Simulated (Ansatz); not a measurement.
# Gap against strain: armchair BP nanoribbon (N = 7, H edges)

**Method.** Ansatz 0.2.0, plane waves with PAW datasets, PBE, Fermi-Dirac smearing of 0.05 eV, no spin-orbit coupling. The period is scaled from its relaxed value of 5.584 Å and the atoms relax, within the symmetry of the start, at each strain ε (in %); gaps, in eV, are read on a band path.

```
period (Å)  energy (eV a cell)  place of the conduction minimum (Γ = 0, Z = 1)   ε    gap
     5.361              +0.365                                            0.00  −4  1.302
     5.472              +0.089                                            0.00  −2  1.377
     5.584               0.000                                            0.00   0  1.357
     5.807              +0.330                                            0.00   4  1.265
     5.919              +0.725                                            0.00   6  1.218
```

One run is withheld: period (Å) = 5.696, with ε = 2. Fit a straight line gap = a + b × ε to the 5 rows shown and predict it.

**Fit.** The means are 0.8 for ε and 1.304 for gap. The sum of products of deviations is −0.8076 and the sum of squares in ε is 68.8, so b = −0.8076 / 68.8 = −0.01174 and a = 1.304 − (−0.01174) × 0.8 = 1.313. The residuals' standard deviation, with 3 degrees of freedom, is σ = 0.05.

**Prediction.** gap = 1.313 + (−0.01174) × 2 = 1.29. The run gave 1.321, so the prediction less the run is −0.032. The standard error of a prediction there, σ√(1 + 1/5 + (2 − 0.8)²/68.8), is 0.055, and the miss is 0.58 times that, for a point between the fitted rows. With so few rows σ is itself uncertain. The slope is only 2.0 times its own standard error, so the line says little more than the mean does.

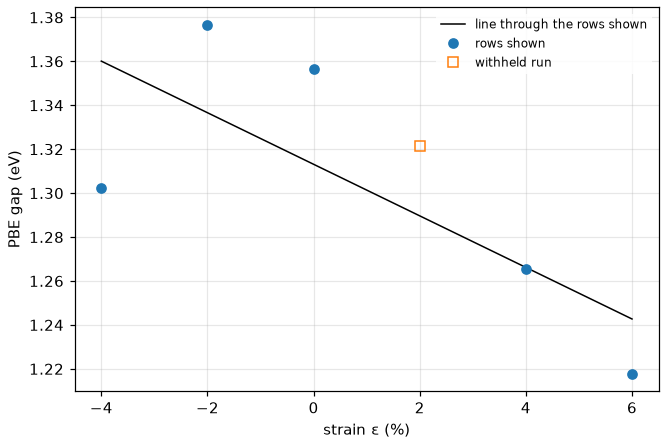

The fitted line, the rows shown and the withheld run.

The gap does not move one way: it turns somewhere between ε = -4 and 0 %, and the true extreme can lie between the rows, beyond the values shown.

**Limits.** Kohn-Sham gaps of a wire among periodic images, which in a check on one flat ribbon (7 Å apart) lowered the gap by 0.2 eV and flattened the slope; the slope b × 100 is a mean deformation potential of the gap, in eV per unit strain. Between neighbouring runs it lies between −2.8 and 3.7 eV, so a bend, a kink or scatter between runs makes one line a rough account. The unstrained row comes from a denser mesh than the others, which shifts its energy a little. Series of this kind are told only where this holds: a gap at every strain (compound wires with polar facets were set aside first). 88 of 101 did.

[Logs are printed without paths, hosts, clocks, repeated set-up lines and the standing remarks that a program may print on its own settings, such as how far it seeks lower states.]
